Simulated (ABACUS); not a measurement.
**Ir: single-point calculation (part 1 of 2)**

Ir (Fm-3m, 1 atom in the cell), computed with Kohn-Sham DFT of a periodic cell, PBE, PseudoDojo NC SR 0.4.1 PBE standard, no spin polarisation (ABACUS 3.10.1).

The structure derives from an entry of the Crystallography Open Database.

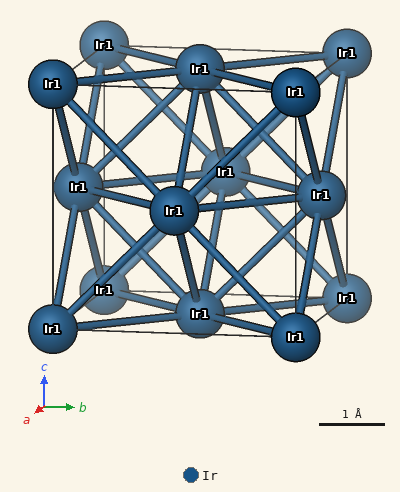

Fig. 1: The input geometry (ball-and-stick view of the cell 4 times as large as that of the calculation, set on its symmetry axes, seen slightly off an axis; atoms are numbered from 1 in the order of the input). Near neighbours in the crystal (not all of them lie inside the picture): Ir has 12 Ir at 2.71 Å.

Input file:
```
INPUT_PARAMETERS
suffix              Ir
calculation         scf
basis_type          lcao
pseudo_dir          ./
orbital_dir         ./
symmetry            1
dft_functional      pbe
ecutwfc             100
pseudo_rcut         10
nspin               1
nbands              13
ks_solver           genelpa
smearing_method     fd
smearing_sigma      0.00367493
scf_thr             1e-07
scf_nmax            100
mixing_type         broyden
mixing_beta         0.7
cal_force           1
cal_stress          1
out_mul             1
```

File STRU:
```
ATOMIC_SPECIES
Ir 192.2170 Ir.upf

NUMERICAL_ORBITAL
Ir_confined-atom_7au_3s2p2d1f.orb

LATTICE_CONSTANT
1.8897261246

LATTICE_VECTORS
0.0000000000 1.9156000000 1.9156000000
1.9156000000 0.0000000000 1.9156000000
1.9156000000 1.9156000000 0.0000000000

ATOMIC_POSITIONS
Direct

Ir
0.0
1
0.0000000000 0.0000000000 0.0000000000 1 1 1
```

File KPT:
```
K_POINTS
0
Gamma
12 12 12 0 0 0
```

Launched with:
```bash
OMP_NUM_THREADS=1 mpirun -np 4 abacus > log
```

What the program printed:
```
ABACUS v3.10.1

               Atomic-orbital Based Ab-initio Computation at UStc

 ------------------------------------------------------------------------------------

 READING GENERAL INFORMATION
                           global_out_dir = OUT.Ir/
                           global_in_card = INPUT
                               pseudo_dir = ./
                              orbital_dir = ./
                                    DSIZE = 4
                                    GSIZE = 1

 READING UNITCELL INFORMATION
                                    ntype = 1
                  lattice constant (Bohr) = 1.88973
              lattice constant (Angstrom) = 1

 READING ATOM TYPE 1
                               atom label = Ir
                      L=0, number of zeta = 3
                      L=1, number of zeta = 2
                      L=2, number of zeta = 2
                      L=3, number of zeta = 1
             number of atom for this type = 1

                        TOTAL ATOM NUMBER = 1
DIRECT COORDINATES
    atom                   x                   y                   z     mag                  vx                  vy                  vz
taud_Ir1            0.0000000000        0.0000000000        0.0000000000  0.0000        0.0000000000        0.0000000000        0.0000000000

                          Volume (Bohr^3) = 94.8727
                             Volume (A^3) = 14.0587

 Lattice vectors: (Cartesian coordinate: in unit of a_0)
                   +0             +1.9156             +1.9156
              +1.9156                  +0             +1.9156
              +1.9156             +1.9156                  +0
 Reciprocal vectors: (Cartesian coordinate: in unit of 2 pi/a_0)
            -0.261015           +0.261015           +0.261015
            +0.261015           -0.261015           +0.261015
            +0.261015           +0.261015           -0.261015
 The esolver type has been set to : ksdft_lcao

                PAO radial cut off (Bohr) = 10

 Read in pseudopotential file is Ir.upf
                     pseudopotential type = NC
          exchange-correlation functional = PBE
                 nonlocal core correction = 1
                        valence electrons = 17
                                     lmax = 3
                           number of zeta = 4
                     number of projectors = 8
                           L of projector = 0
                           L of projector = 0
                           L of projector = 1
                           L of projector = 1
                           L of projector = 2
                           L of projector = 2
                           L of projector = 3
                           L of projector = 3
     initial pseudo atomic orbital number = 10

 SETUP THE ELECTRONS NUMBER
            electron number of element Ir = 17
      total electron number of element Ir = 17
            AUTOSET number of electrons:  = 17
                           occupied bands = 9
                                   NLOCAL = 26
                                   NBANDS = 13
                                   NBANDS = 13
                                   NLOCAL = 26

%%%%%%%%%%%%%%%%%%%%%%%%%%%%%%%%%%%%%%%%%%%%%%%%%%%%%%%%%%%%%%%%%%%%%%%%%%%%%%%%%%%%%%%%%%%%%%%%%%%%%%%%%%
 Warning: the number of valence electrons in pseudopotential > 9 for Ir: [Xe] 4f14 5d7 6s2
 Pseudopotentials with additional electrons can yield (more) accurate outcomes, but may be less efficient.
 If you're confident that your chosen pseudopotential is appropriate, you can safely ignore this warning.
%%%%%%%%%%%%%%%%%%%%%%%%%%%%%%%%%%%%%%%%%%%%%%%%%%%%%%%%%%%%%%%%%%%%%%%%%%%%%%%%%%%%%%%%%%%%%%%%%%%%%%%%%%

 SETUP THE PLANE WAVE BASIS
 energy cutoff for charge/potential (unit:Ry) = 400
            fft grid for charge/potential = [ 36, 36, 36 ]
                        fft grid division = [ 3, 3, 3 ]
        big fft grid for charge/potential = [ 12, 12, 12 ]
                                     nbxx = 432
                                     nrxx = 11664

 SETUP PLANE WAVES FOR CHARGE/POTENTIAL
                    number of plane waves = 12891
                         number of sticks = 733

 PARALLEL PW FOR CHARGE/POTENTIAL
     PROC   COLUMNS(POT)             PW
        1            184           3223
        2            184           3223
        3            183           3222
        4            182           3223
 --------------- sum -------------------
        4            733          12891
                            number of |g| = 178
                                  max |g| = 36.1764
                                  min |g| = 0.204386

----------- Double Check Mixing Parameters Begin ------------
mixing_type: broyden
mixing_beta: 0.7
mixing_gg0: 1
mixing_gg0_min: 0.1
mixing_ndim: 8
----------- Double Check Mixing Parameters End ------------

 LATTICE VECTORS: (CARTESIAN COORDINATE: IN UNIT OF A0)
                   +0             +1.9156             +1.9156
              +1.9156                  +0             +1.9156
              +1.9156             +1.9156                  +0
                       right hand lattice = 1
                                   NORM_A = 2.70907
                                   NORM_B = 2.70907
                                   NORM_C = 2.70907
                           ALPHA (DEGREE) = 60
                           BETA  (DEGREE) = 60
                           GAMMA (DEGREE) = 60

 The lattice vectors have been changed (STRU_SIMPLE.cif)

(for optimal symmetric configuration:)
                             BRAVAIS TYPE = 3
                     BRAVAIS LATTICE NAME = 03. Cubic F (face-centered)
                                    ibrav = 3
                                    IBRAV = 3
                                  BRAVAIS = FACE CENTERED CUBIC
                       LATTICE CONSTANT A = 3.8312
Original cell was already a primitive cell.
                        ROTATION MATRICES = 48
              PURE POINT GROUP OPERATIONS = 48
                   SPACE GROUP OPERATIONS = 48
                              POINT GROUP = O_h
               POINT GROUP IN SPACE GROUP = O_h

 SETUP K-POINTS
                                    nspin = 1
                   Input type of k points = Monkhorst-Pack(Gamma)
                                   nkstot = 1728
                       right hand lattice = 1
(for reciprocal lattice: )
                             BRAVAIS TYPE = 2
                     BRAVAIS LATTICE NAME = 02. Cubic I (body-centered)
                                    ibrav = 2
                       right hand lattice = 1
(for k-lattice: )
                             BRAVAIS TYPE = 2
                     BRAVAIS LATTICE NAME = 02. Cubic I (body-centered)
                                    ibrav = 2
                       right hand lattice = 1
                        ROTATION MATRICES = 48
                               nkstot_ibz = 72
K-POINTS REDUCTION ACCORDING TO SYMMETRY
     IBZ    DIRECT_X    DIRECT_Y    DIRECT_Z  WEIGHT  ibz2bz
       1  0.00000000  0.00000000  0.00000000  0.0006       0
       2  0.08333333  0.08333333  0.08333333  0.0046       1
       3  0.16666667  0.16666667  0.16666667  0.0046       2
       4  0.25000000  0.25000000  0.25000000  0.0046       3
       5  0.33333333  0.33333333  0.33333333  0.0046       4
       6  0.41666667  0.41666667  0.41666667  0.0046       5
       7  0.50000000  0.50000000  0.50000000  0.0023       6
       8  0.08333333  0.08333333  0.00000000  0.0035      13
       9  0.16666667  0.16666667  0.08333333  0.0139      14
      10  0.25000000  0.25000000  0.16666667  0.0139      15
      11  0.33333333  0.33333333  0.25000000  0.0139      16
      12  0.41666667  0.41666667  0.33333333  0.0139      17
      13  0.50000000  0.50000000  0.41666667  0.0139      18
      14  0.50000000  0.41666667  0.41666667  0.0139      19
      15  0.41666667  0.33333333  0.33333333  0.0139      20
      16  0.33333333  0.25000000  0.25000000  0.0139      21
      17  0.25000000  0.16666667  0.16666667  0.0139      22
      18  0.16666667  0.08333333  0.08333333  0.0069      23
      19  0.16666667  0.16666667  0.00000000  0.0035      26
      20  0.25000000  0.25000000  0.08333333  0.0139      27
      21  0.33333333  0.33333333  0.16666667  0.0139      28
      22  0.41666667  0.41666667  0.25000000  0.0139      29
      23  0.50000000  0.50000000  0.33333333  0.0139      30
      24 -0.41666667  0.41666667  0.41666667  0.0139      31
      25  0.50000000  0.33333333  0.33333333  0.0139      32
      26  0.41666667  0.25000000  0.25000000  0.0139      33
      27  0.33333333  0.16666667  0.16666667  0.0069      34
      28  0.25000000  0.25000000  0.00000000  0.0035      39
      29  0.33333333  0.33333333  0.08333333  0.0139      40
      30  0.41666667  0.41666667  0.16666667  0.0139      41
[... 42 further k points ...]

                               nkstot now = 72
[... K-POINTS DIRECT COORDINATES: 72 rows ...]

           k-point number in this process = 72
       minimum distributed K point number = 72
[... stars of the k points ...]

[... K-POINTS CARTESIAN COORDINATES: 72 rows ...]

[... K-POINTS DIRECT COORDINATES: 72 rows ...]

 SETUP PLANE WAVES FOR WAVE FUNCTIONS
     energy cutoff for wavefunc (unit:Ry) = 100
              fft grid for wave functions = [ 36, 36, 36 ]
                    number of plane waves = 2277
                         number of sticks = 235

 PARALLEL PW FOR WAVE FUNCTIONS
     PROC   COLUMNS(POT)             PW
        1             59            569
        2             59            569
        3             59            570
        4             58            569
 --------------- sum -------------------
        4            235           2277

 SET NONLOCAL PSEUDOPOTENTIAL PROJECTORS
 max number of nonlocal projetors among all species is 8

 -------------------------------------------
 SELF-CONSISTENT
 -------------------------------------------

 SETUP SEARCHING RADIUS FOR PROGRAM TO SEARCH ADJACENT ATOMS
                  longest orb rcut (Bohr) = 7
   longest nonlocal projector rcut (Bohr) = 2.3
                     search radius (Bohr) = 18.6
              searching radius is (Bohr)) = 18.6
         searching radius unit is (Bohr)) = 1.89
                         PeriodicBoundary = 1
                        Radius(unit:lat0) = 9.84
                                   glayer = [ 6, 6, 6 ]
                             glayer_minus = [ 5, 5, 5 ]

Find the coordinate range of the input atom(unit:lat0).
                                  min_tau = [ -19.2, -19.2, -19.2 ]
                                  max_tau = [ 19.2, 19.2, 19.2 ]
                                BoxNumber = [ 11, 11, 11 ]

 SETUP EXTENDED REAL SPACE GRID FOR GRID INTEGRATION
                          real space grid = [ 36, 36, 36 ]
                 big cell numbers in grid = [ 12, 12, 12 ]
             meshcell numbers in big cell = [ 3, 3, 3 ]
                        extended fft grid = [ 21, 21, 21 ]
                dimension of extened grid = [ 55, 55, 55 ]
                            UnitCellTotal = 125
              Atom number in sub-FFT-grid = 1
    Local orbitals number in sub-FFT-grid = 26
                                ParaV.nnr = 42081
                                 init_chg = atomic

 LCAO ALGORITHM --------------- ION=   1  ELEC=   1--------------------------------

 Density error is 0.028128404154
----------------------------------------------------------
     Energy           Rydberg                 eV
----------------------------------------------------------
 E_KohnSham     -230.3093660523      -3133.5196810789
 E_Harris       -231.2300946947      -3146.0468369281
 E_Fermi        1.9523081672         26.5625153253
----------------------------------------------------------

 LCAO ALGORITHM --------------- ION=   1  ELEC=   2--------------------------------

 Density error is 0.00610713998729
----------------------------------------------------------
     Energy           Rydberg                 eV
----------------------------------------------------------
 E_KohnSham     -230.3122218439      -3133.5585361174
 E_Harris       -230.1385368196      -3131.1954301300
 E_Fermi        1.9184185126         26.1014229201
----------------------------------------------------------
```
